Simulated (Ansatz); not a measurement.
The structure in question:

Space group F-43m (No. 216). a = 4.357 Å, b = 4.357 Å, c = 4.357 Å, α = 90.00°, β = 90.00°, γ = 90.00°
```csv
atom,site,symmetry,x,y,z
Si,4d,-43m,0.2500,0.2500,0.7500
C,4a,-43m,0.0000,0.0000,0.0000
```

What crystal do these data define?

Answer. Its composition is SiC. Its lattice is face-centred cubic, its space group F-43m (No. 216). The arrangement is known as zinc blende (sphalerite type). In the cell are 4 Si, 4 C, which makes 4 formula units. About every Si there are four C in a tetrahedral arrangement at 1.89 Å. C is linked to four Si in a tetrahedral arrangement at 1.89 Å. The bonds build a three-dimensional framework.

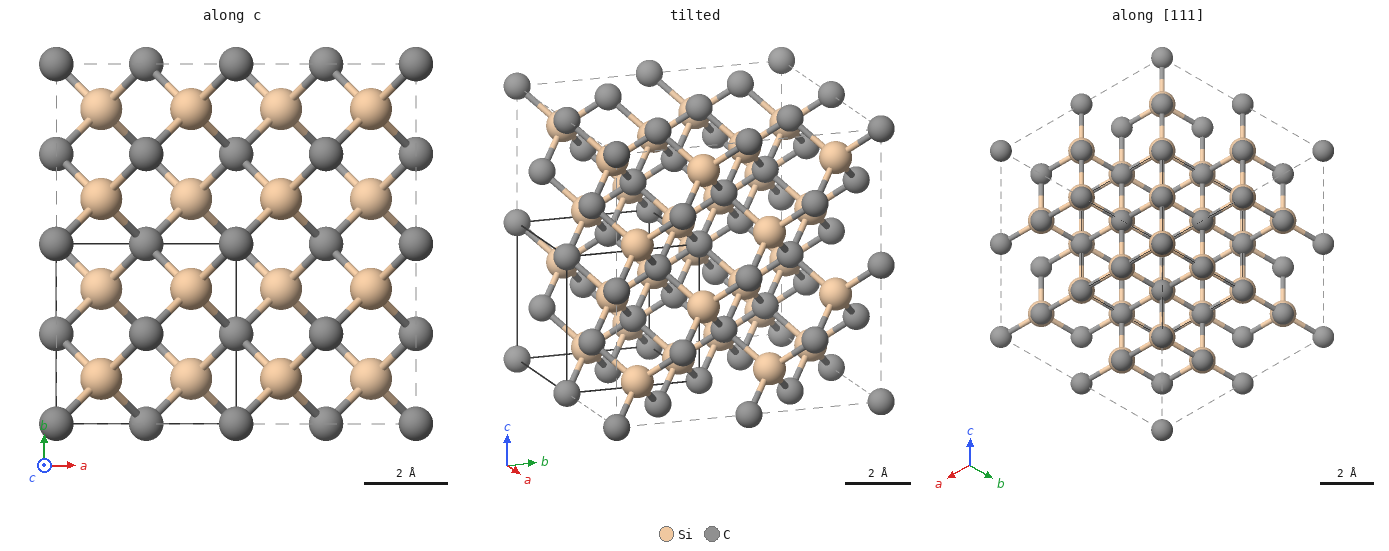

Ball-and-stick model, viewed along the c axis, slightly off an axis and along [111]. The solid box is one conventional unit cell, and 2×2×2 cells are shown. Colours: silicon light orange, carbon grey.

The structure was taken from a structure listed in the Materials Project. The structure drawn was relaxed with Ansatz 0.2.0, DFT PBEsol, scalar-relativistic, plane waves, PAW.
